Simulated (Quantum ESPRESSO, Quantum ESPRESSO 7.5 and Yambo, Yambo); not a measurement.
## A GW chain in Yambo: Sb (buckled honeycomb monolayer)

Wanted: ground state, empty states, screening and self-energy for Sb (buckled honeycomb monolayer).

Method: PBE and many-body steps on it, plane waves, in Quantum ESPRESSO 7.5 and Yambo 5.3.0.

**What was measured.**

- Gap 2.21 eV: optical gap from PL emission peak; photoluminescence, 355 nm excitation; monolayer (antimonene on antimony oxide after hydrogen reduction) (“Ultrathin high-κ antimony oxide single crystals”, 2020, pmc:7237679).

### 1. The starting structure

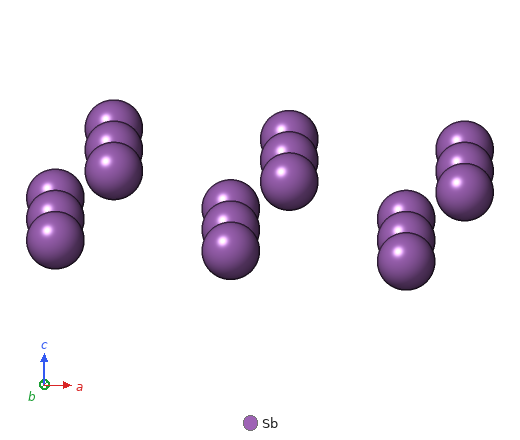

The cell as given, nearly edge on (antimony purple). 3×3×1 cells are drawn.

The cell holds 2 atoms: 2 Sb. Its edges and angles: a = 4.127 Å, b = 4.127 Å, c = 14.000 Å, α = 90.0°, β = 90.0°, γ = 120.0°. Vacuum lies along c.

The structure was relaxed with PBE. The runs that relaxed it are not among those shown. Spin-orbit coupling is left out unless a step names it.

### 2. Ground state

This step: Quantum ESPRESSO 7.5; DFT, PBE, plane waves, norm-conserving pseudopotentials.

The ground-state density comes first.

pw.in reads:

```
&control
  calculation = 'scf'
  prefix = 'x'
  outdir = 'o'
  pseudo_dir = 'pseudo'
/
&system
  ibrav = 0
  nat = 2
  ntyp = 1
  ecutwfc = 88.0
  nbnd = 28
  force_symmorphic = .true.
/
&electrons
  conv_thr = 1e-10
  electron_maxstep = 80
  mixing_beta = 0.5
/
ATOMIC_SPECIES
  Sb 121.76 Sb.upf
CELL_PARAMETERS angstrom
  4.1272254436 0.0000000001 0.0000000000
  -2.0636127219 3.5742820813 0.0000000000
  0.0000000000 0.0000000000 14.0000000000
ATOMIC_POSITIONS crystal
  Sb 0.3333333333 0.6666666667 0.4415848827
  Sb 0.6666666667 0.3333333333 0.5584151173
K_POINTS automatic
  9 9 1 0 0 0
```

Command:

```console
OMP_NUM_THREADS=1 mpirun -n 4 pw.x -nk 4 -in pw.in > pw.out
```

The program printed:

```text
Program PWSCF v.7.5 starts

     This program is part of the open-source Quantum ESPRESSO suite
     for quantum simulation of materials; please cite
         "P. Giannozzi et al., J. Phys.:Condens. Matter 21 395502 (2009);
         "P. Giannozzi et al., J. Phys.:Condens. Matter 29 465901 (2017);
         "P. Giannozzi et al., J. Chem. Phys. 152 154105 (2020);
     in publications or presentations arising from this work. More details at
     Message from routine setup:
     using ibrav=0 with symmetry is DISCOURAGED, use correct ibrav instead

     G-vector sticks info

     bravais-lattice index     =            0
     lattice parameter (alat)  =       7.7993  a.u.
     unit-cell volume          =    1393.7076 (a.u.)^3
     number of atoms/cell      =            2
     number of atomic types    =            1
     number of electrons       =        46.00
     number of Kohn-Sham states=           28
     kinetic-energy cutoff     =      88.0000  Ry
     charge density cutoff     =     352.0000  Ry
     scf convergence threshold =      1.0E-10
     mixing beta               =       0.5000
     number of iterations used =            8  plain     mixing
     Exchange-correlation= PBE
                           (   1   4   3   4   0   0   0)

     celldm(1)=   7.799326  celldm(2)=   0.000000  celldm(3)=   0.000000
     celldm(4)=   0.000000  celldm(5)=   0.000000  celldm(6)=   0.000000

     crystal axes: (cart. coord. in units of alat)
               a(1) = (   1.000000   0.000000   0.000000 )
               a(2) = (  -0.500000   0.866025   0.000000 )
               a(3) = (   0.000000   0.000000   3.392109 )

     reciprocal axes: (cart. coord. in units 2 pi/alat)
               b(1) = (  1.000000  0.577350 -0.000000 )
               b(2) = ( -0.000000  1.154701  0.000000 )
               b(3) = (  0.000000 -0.000000  0.294802 )
     Pseudo is Norm-conserving + core correction, Zval = 23.0
     Generated using ONCVPSP code by D. R. Hamann
     Using radial grid of 1434 points,  6 beta functions with:
     Sb               23.00   121.76000     Sb( 1.00)

     12 Sym. Ops., with inversion, found

   Cartesian axes

     site n.     atom                  positions (alat units)
         1        Sb     tau(   1) = (  -0.0000000   0.5773503   1.4979042  )
         2        Sb     tau(   2) = (   0.5000000   0.2886751   1.8942051  )

     number of k points=    12
                       cart. coord. in units 2pi/alat
        k(    1) = (   0.0000000   0.0000000   0.0000000), wk =   0.0246914
        k(    2) = (  -0.0000000   0.1283001   0.0000000), wk =   0.1481481
        k(    3) = (  -0.0000000   0.2566001   0.0000000), wk =   0.1481481
        k(    4) = (  -0.0000000   0.3849002   0.0000000), wk =   0.1481481
        k(    5) = (  -0.0000000   0.5132002   0.0000000), wk =   0.1481481
        k(    6) = (   0.1111111   0.1924501   0.0000000), wk =   0.1481481
        k(    7) = (   0.1111111   0.3207501   0.0000000), wk =   0.2962963
        k(    8) = (   0.1111111   0.4490502   0.0000000), wk =   0.2962963
        k(    9) = (   0.1111111   0.5773503   0.0000000), wk =   0.1481481
        k(   10) = (   0.2222222   0.3849002   0.0000000), wk =   0.1481481
        k(   11) = (   0.2222222   0.5132002   0.0000000), wk =   0.2962963
        k(   12) = (   0.3333333   0.5773503   0.0000000), wk =   0.0493827

     Dense  grid:   155503 G-vectors     FFT dimensions: (  48,  48, 160)

     Initial potential from superposition of free atoms

     starting charge      45.9989, renormalised to      46.0000
     Starting wfcs are   26 randomized atomic wfcs +    2 random wfcs

     per-process dynamical memory:   109.4 Mb

     Self-consistent Calculation

     iteration #  1     ecut=    88.00 Ry     beta= 0.50

     Threshold (ethr) on eigenvalues was too large:
     Diagonalizing with lowered threshold

     total energy              =   -1011.82016362 Ry
     estimated scf accuracy    <       0.01749720 Ry

     iteration #  2     ecut=    88.00 Ry     beta= 0.50

     total energy              =   -1011.82050364 Ry
     estimated scf accuracy    <       0.00310109 Ry

     iteration #  3     ecut=    88.00 Ry     beta= 0.50

     total energy              =   -1011.82066660 Ry
     estimated scf accuracy    <       0.00009403 Ry

     iteration #  4     ecut=    88.00 Ry     beta= 0.50

     total energy              =   -1011.82067334 Ry
     estimated scf accuracy    <       0.00001030 Ry

     iteration #  5     ecut=    88.00 Ry     beta= 0.50

     total energy              =   -1011.82067471 Ry
     estimated scf accuracy    <       0.00000035 Ry

     iteration #  6     ecut=    88.00 Ry     beta= 0.50

     total energy              =   -1011.82067478 Ry
     estimated scf accuracy    <       0.00000003 Ry

     iteration #  7     ecut=    88.00 Ry     beta= 0.50

     total energy              =   -1011.82067479 Ry
     estimated scf accuracy    <          2.5E-09 Ry

     iteration #  8     ecut=    88.00 Ry     beta= 0.50

     total energy              =   -1011.82067479 Ry
     estimated scf accuracy    <          1.3E-10 Ry

     iteration #  9     ecut=    88.00 Ry     beta= 0.50

     End of self-consistent calculation

          k = 0.0000 0.0000 0.0000 ( 19441 PWs)   bands (ev):

  -143.8142-143.8134 -96.7853 -96.7853 -96.7813 -96.7813 -96.7396 -96.7360
   -28.6434 -28.6434 -28.5729 -28.5729 -28.5295 -28.4680 -28.4680 -28.4333
   -28.3899 -28.3899 -11.3111  -6.3831  -0.6593  -0.0917  -0.0917   1.4860
     2.6985   2.6985   4.3309   4.4300

          k =-0.0000 0.1283 0.0000 ( 19450 PWs)   bands (ev):

  -143.8141-143.8135 -96.7853 -96.7852 -96.7814 -96.7812 -96.7395 -96.7361
   -28.6426 -28.6373 -28.5720 -28.5690 -28.5279 -28.4707 -28.4683 -28.4350
   -28.3970 -28.3903 -11.1810  -6.3845  -1.1614  -0.6096  -0.3705   1.9867
     2.7480   2.9630   4.4764   4.6067

          k =-0.0000 0.2566 0.0000 ( 19454 PWs)   bands (ev):

  -143.8141-143.8135 -96.7854 -96.7850 -96.7817 -96.7812 -96.7392 -96.7363
   -28.6405 -28.6202 -28.5699 -28.5583 -28.5226 -28.4786 -28.4696 -28.4403
   -28.4157 -28.3914 -10.7993  -6.4969  -2.4378  -0.8989  -0.5788   1.3970
     3.3449   3.4029   4.8167   4.9941

          k =-0.0000 0.3849 0.0000 ( 19432 PWs)   bands (ev):

     [... further k-points ...]

     highest occupied, lowest unoccupied level (ev):    -0.0917    1.2218

!    total energy              =   -1011.82067479 Ry
     estimated scf accuracy    <          6.8E-12 Ry

     The total energy is the sum of the following terms:
     one-electron contribution =   -2035.62273856 Ry
     hartree contribution      =     986.05094732 Ry
     xc contribution           =    -138.57175214 Ry
     ewald contribution        =     176.32286859 Ry

     convergence has been achieved in   9 iterations

     XML data file, charge density, pseudopotentials, collected wavefunctions

=------------------------------------------------------------------------------=
   JOB DONE.
=------------------------------------------------------------------------------=
```

Run time: 29 s. Hardware: 4 MPI ranks of Arm Neoverse V1, shared host; peak memory 0.73 GiB; 1.9 min of CPU time.

This step gave:

- total energy: -13766.5216 eV
- gap: 1.314 eV
- k of the valence top: 0, 0, 0
- k of the conduction bottom: 0, 0.3333, 0
- least direct gap: 1.578 eV

The gap is indirect, with the least direct gap 0.26 eV higher.

### 3. Bands along the symmetry lines

Levels along a band path, at the cheap level, show where the edges lie and whether the meshes to come will hold them.

pw.in reads:

```
&control
  calculation = 'bands'
  prefix = 'x'
  outdir = 'o'
  pseudo_dir = 'pseudo'
/
&system
  ibrav = 0
  nat = 2
  ntyp = 1
  ecutwfc = 88.0
  nbnd = 29
  force_symmorphic = .true.
/
&electrons
  conv_thr = 1e-9
  electron_maxstep = 80
  diago_full_acc = .true.
  diago_thr_init = 5e-6
/
ATOMIC_SPECIES
  Sb 121.76 Sb.upf
CELL_PARAMETERS angstrom
  4.1272254436 0.0000000001 0.0000000000
  -2.0636127219 3.5742820813 0.0000000000
  0.0000000000 0.0000000000 14.0000000000
ATOMIC_POSITIONS crystal
  Sb 0.3333333333 0.6666666667 0.4415848827
  Sb 0.6666666667 0.3333333333 0.5584151173
K_POINTS crystal
  25
  0.00000000 0.00000000 0.00000000 1
  0.06250000 0.00000000 0.00000000 1
  0.12500000 0.00000000 0.00000000 1
  0.18750000 0.00000000 0.00000000 1
  0.25000000 0.00000000 0.00000000 1
  0.31250000 0.00000000 0.00000000 1
  0.37500000 0.00000000 0.00000000 1
  0.43750000 0.00000000 0.00000000 1
  0.50000000 0.00000000 0.00000000 1
  0.47916667 0.04166667 0.00000000 1
  0.45833333 0.08333333 0.00000000 1
  0.43750000 0.12500000 0.00000000 1
  0.41666666 0.16666666 0.00000000 1
  0.39583333 0.20833333 0.00000000 1
  0.37500000 0.25000000 0.00000000 1
  0.35416666 0.29166666 0.00000000 1
  0.33333333 0.33333333 0.00000000 1
  0.29166666 0.29166666 0.00000000 1
  0.25000000 0.25000000 0.00000000 1
  0.20833333 0.20833333 0.00000000 1
  0.16666666 0.16666666 0.00000000 1
  0.12500000 0.12500000 0.00000000 1
  0.08333333 0.08333333 0.00000000 1
  0.04166667 0.04166667 0.00000000 1
  0.00000000 0.00000000 0.00000000 1
```

The program printed:

```text
[banner, memory and clock lines left out]
Program PWSCF v.7.5 starts

     Atomic positions and unit cell read from directory:
     o/x.save/

     Message from routine setup:
     using ibrav=0 with symmetry is DISCOURAGED, use correct ibrav instead

     G-vector sticks info

     bravais-lattice index     =            0
     lattice parameter (alat)  =       7.7993  a.u.
     unit-cell volume          =    1393.7076 (a.u.)^3
     number of atoms/cell      =            2
     number of atomic types    =            1
     number of electrons       =        46.00
     number of Kohn-Sham states=           29
     kinetic-energy cutoff     =      88.0000  Ry
     charge density cutoff     =     352.0000  Ry
     Exchange-correlation= PBE
                           (   1   4   3   4   0   0   0)

     celldm(1)=   7.799326  celldm(2)=   0.000000  celldm(3)=   0.000000
     celldm(4)=   0.000000  celldm(5)=   0.000000  celldm(6)=   0.000000

     crystal axes: (cart. coord. in units of alat)
               a(1) = (   1.000000   0.000000   0.000000 )
               a(2) = (  -0.500000   0.866025   0.000000 )
               a(3) = (   0.000000   0.000000   3.392109 )

     reciprocal axes: (cart. coord. in units 2 pi/alat)
               b(1) = (  1.000000  0.577350 -0.000000 )
               b(2) = ( -0.000000  1.154701  0.000000 )
               b(3) = (  0.000000 -0.000000  0.294802 )
     Pseudo is Norm-conserving + core correction, Zval = 23.0
     Generated using ONCVPSP code by D. R. Hamann
     Using radial grid of 1434 points,  6 beta functions with:
     Sb               23.00   121.76000     Sb( 1.00)

     12 Sym. Ops., with inversion, found

   Cartesian axes

     site n.     atom                  positions (alat units)
         1        Sb     tau(   1) = (  -0.0000000   0.5773503   1.4979042  )
         2        Sb     tau(   2) = (   0.5000000   0.2886751   1.8942051  )

     number of k points=    25
                       cart. coord. in units 2pi/alat
        k(    1) = (   0.0000000   0.0000000   0.0000000), wk =   0.0800000
        k(    2) = (   0.0625000   0.0360844   0.0000000), wk =   0.0800000
        k(    3) = (   0.1250000   0.0721688   0.0000000), wk =   0.0800000
[...]
[... 13 further rows ...]
        k(   24) = (   0.0416667   0.0721688   0.0000000), wk =   0.0800000
        k(   25) = (   0.0000000   0.0000000   0.0000000), wk =   0.0800000

     Dense  grid:   155503 G-vectors     FFT dimensions: (  48,  48, 160)

     The potential is recalculated from file :
     o/x.save/charge-density

     Starting wfcs are   26 randomized atomic wfcs +    3 random wfcs

     Band Structure Calculation

     End of band structure calculation

          k = 0.0000 0.0000 0.0000 ( 19441 PWs)   bands (ev):

  -143.8141-143.8134 -96.7852 -96.7852 -96.7813 -96.7813 -96.7396 -96.7360
   -28.6434 -28.6434 -28.5729 -28.5729 -28.5295 -28.4680 -28.4680 -28.4333
   -28.3899 -28.3899 -11.3111  -6.3830  -0.6593  -0.0916  -0.0916   1.4860
     2.6985   2.6985   4.3309   4.4300   6.3187

          k = 0.0625 0.0361 0.0000 ( 19449 PWs)   bands (ev):

  -143.8141-143.8134 -96.7853 -96.7852 -96.7813 -96.7812 -96.7396 -96.7360
   -28.6432 -28.6414 -28.5726 -28.5716 -28.5290 -28.4690 -28.4681 -28.4338
[...]
2.6064   2.7943   4.3804   4.4867   6.3848

          k = 0.1250 0.0722 0.0000 ( 19442 PWs)   bands (ev):

  -143.8141-143.8134 -96.7853 -96.7852 -96.7814 -96.7812 -96.7395 -96.7361
[...]
2.8606   3.0172   4.5110   4.6514   6.3343

[...]
k = 0.0417 0.0722 0.0000 ( 19453 PWs)   bands (ev):

  -143.8141-143.8134 -96.7853 -96.7852 -96.7813 -96.7812 -96.7396 -96.7360
[...]
2.5487   2.8511   4.3962   4.5054   6.3945

          k = 0.0000 0.0000 0.0000 ( 19441 PWs)   bands (ev):

  -143.8141-143.8134 -96.7852 -96.7852 -96.7813 -96.7813 -96.7396 -96.7360
   -28.6434 -28.6434 -28.5729 -28.5729 -28.5295 -28.4680 -28.4680 -28.4333
   -28.3899 -28.3899 -11.3111  -6.3830  -0.6593  -0.0916  -0.0916   1.4860
     2.6985   2.6985   4.3309   4.4300   6.3187

     XML data file, pseudopotentials, collected wavefunctions
```

Elapsed: 16 s, on 4 MPI ranks; peak memory 0.56 GiB.

This step gave:

```
gap                        : 1.297 eV
k of the valence top       : 0, 0, 0
k of the conduction bottom : 0.3125, 0, 0
least direct gap           : 1.578 eV
```

The gap is 1.297 eV, −0.017 eV from the run before at this level.

Electronic bands along the path, in eV, zero at the top of the highest filled band:

```
point  band 20  band 21  band 22  band 23  band 24  band 25  band 26  band 27
    Γ    -6.29    -0.57     0.00     0.00     1.58     2.79     2.79     4.42
    M    -7.75    -2.91    -1.53    -1.44     1.66     2.48     3.56     5.12
    K    -8.44    -3.47    -1.77    -1.77     1.55     3.60     3.60     6.64
    Γ    -6.29    -0.57     0.00     0.00     1.58     2.79     2.79     4.42
```

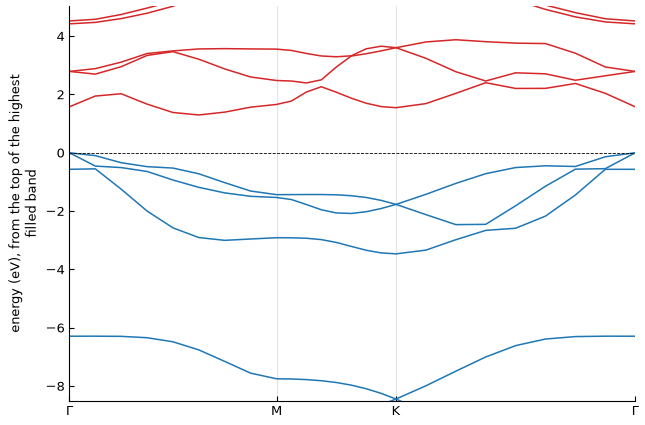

Electronic bands along the path; lines of filled and empty bands in two colours.

### 4. Empty states on the mesh, 6×6×1 mesh, 135 bands

The sums over transitions need many empty states on a uniform mesh; this step solves for them.

pw.in reads:

```
&control
  calculation = 'nscf'
  prefix = 'x'
  outdir = 'o'
  pseudo_dir = 'pseudo'
/
&system
  ibrav = 0
  nat = 2
  ntyp = 1
  ecutwfc = 88.0
  nbnd = 135
  force_symmorphic = .true.
/
&electrons
  conv_thr = 1e-9
  electron_maxstep = 80
  diago_full_acc = .true.
  diago_thr_init = 5e-6
/
ATOMIC_SPECIES
  Sb 121.76 Sb.upf
CELL_PARAMETERS angstrom
  4.1272254436 0.0000000001 0.0000000000
  -2.0636127219 3.5742820813 0.0000000000
  0.0000000000 0.0000000000 14.0000000000
ATOMIC_POSITIONS crystal
  Sb 0.3333333333 0.6666666667 0.4415848827
  Sb 0.6666666667 0.3333333333 0.5584151173
K_POINTS automatic
  6 6 1 0 0 0
```

The program printed:

```text
[banner, memory and clock lines left out]
Program PWSCF v.7.5 starts

     Atomic positions and unit cell read from directory:
     o/x.save/

     Message from routine setup:
     using ibrav=0 with symmetry is DISCOURAGED, use correct ibrav instead

     G-vector sticks info

     bravais-lattice index     =            0
     lattice parameter (alat)  =       7.7993  a.u.
     unit-cell volume          =    1393.7076 (a.u.)^3
     number of atoms/cell      =            2
     number of atomic types    =            1
     number of electrons       =        46.00
     number of Kohn-Sham states=          135
     kinetic-energy cutoff     =      88.0000  Ry
     charge density cutoff     =     352.0000  Ry
     Exchange-correlation= PBE
                           (   1   4   3   4   0   0   0)

     celldm(1)=   7.799326  celldm(2)=   0.000000  celldm(3)=   0.000000
     celldm(4)=   0.000000  celldm(5)=   0.000000  celldm(6)=   0.000000

     crystal axes: (cart. coord. in units of alat)
               a(1) = (   1.000000   0.000000   0.000000 )
               a(2) = (  -0.500000   0.866025   0.000000 )
               a(3) = (   0.000000   0.000000   3.392109 )

     reciprocal axes: (cart. coord. in units 2 pi/alat)
               b(1) = (  1.000000  0.577350 -0.000000 )
               b(2) = ( -0.000000  1.154701  0.000000 )
               b(3) = (  0.000000 -0.000000  0.294802 )
     Pseudo is Norm-conserving + core correction, Zval = 23.0
     Generated using ONCVPSP code by D. R. Hamann
     Using radial grid of 1434 points,  6 beta functions with:
     Sb               23.00   121.76000     Sb( 1.00)

     12 Sym. Ops., with inversion, found

   Cartesian axes

     site n.     atom                  positions (alat units)
         1        Sb     tau(   1) = (  -0.0000000   0.5773503   1.4979042  )
         2        Sb     tau(   2) = (   0.5000000   0.2886751   1.8942051  )

     number of k points=     7
                       cart. coord. in units 2pi/alat
        k(    1) = (   0.0000000   0.0000000   0.0000000), wk =   0.0555556
        k(    2) = (  -0.0000000   0.1924501   0.0000000), wk =   0.3333333
        k(    3) = (  -0.0000000   0.3849002   0.0000000), wk =   0.3333333
        k(    4) = (   0.0000000  -0.5773503   0.0000000), wk =   0.1666667
        k(    5) = (   0.1666667   0.2886751   0.0000000), wk =   0.3333333
        k(    6) = (   0.1666667   0.4811252   0.0000000), wk =   0.6666667
        k(    7) = (   0.3333333   0.5773503   0.0000000), wk =   0.1111111

     Dense  grid:   155503 G-vectors     FFT dimensions: (  48,  48, 160)

     The potential is recalculated from file :
     o/x.save/charge-density

     Starting wfcs are   26 randomized atomic wfcs +  109 random wfcs

     Band Structure Calculation

     End of band structure calculation

          k = 0.0000 0.0000 0.0000 ( 19441 PWs)   bands (ev):

  -143.8141-143.8134 -96.7852 -96.7852 -96.7813 -96.7813 -96.7396 -96.7360
   -28.6434 -28.6434 -28.5729 -28.5729 -28.5295 -28.4680 -28.4680 -28.4333
   -28.3899 -28.3899 -11.3111  -6.3830  -0.6593  -0.0917  -0.0917   1.4860
     2.6985   2.6985   4.3309   4.4300   6.3186   7.2106   7.5753   8.0835
[...]
[... 5 further rows ...]
[...]
39.2230  39.2230  39.3484  39.3484  39.5144  39.6096  39.7812

          k =-0.0000 0.1925 0.0000 ( 19426 PWs)   bands (ev):

  -143.8141-143.8135 -96.7853 -96.7851 -96.7815 -96.7812 -96.7394 -96.7361
[...]
[... 5 further rows ...]
[...]
37.8954  37.9536  37.9854  38.5074  38.8825  39.1606  39.5192

          k =-0.0000 0.3849 0.0000 ( 19432 PWs)   bands (ev):

  -143.8140-143.8136 -96.7855 -96.7846 -96.7820 -96.7810 -96.7388 -96.7367
[...]
22.7203  23.9099  24.0660  24.0912  24.2881  24.3844  24.5677  24.9474
     [... 5 further rows ...]
    35.5570  35.8408  36.0933  36.4149  36.7332  37.0194  37.0345  37.0985
    37.1889  37.3145  37.4037  37.5911  37.6922  37.7221  38.2914

          k = 0.0000-0.5774 0.0000 ( 19432 PWs)   bands (ev):

     [... further k-points ...]

     highest occupied, lowest unoccupied level (ev):    -0.0917    1.2219

     XML data file, pseudopotentials, collected wavefunctions
```

Run time: 51 s. Hardware: 4 MPI ranks; peak memory 1.2 GiB; 3.4 min of CPU time.

Numbers from this step:

| Item | Value |
| --- | --- |
| gap | 1.314 eV |
| k of the valence top | 0, 0, 0 |
| k of the conduction bottom | 0, 0.3333, 0 |
| least direct gap | 1.578 eV |
| k points computed | 7 |
| lowest point of the top converged band, above the valence top | 37.77 eV |

On this mesh the gap is 1.314 eV.

(Continued in part 2 of 2.)

[Paths, hosts, dates, memory and timing lines, banners, echoed tables and standing remarks are left out of the program output.]

[Logs are printed without paths, hosts, clocks, repeated set-up lines and the standing remarks that a program may print on its own settings, such as how far it seeks lower states.]

[Runs of the session that timed out or met a known fault of the program may be left out.]

[Hosts, paths, dates, database ids (printed as entryN), source tags and the programs' standing remarks are cut or masked in the printed files.]
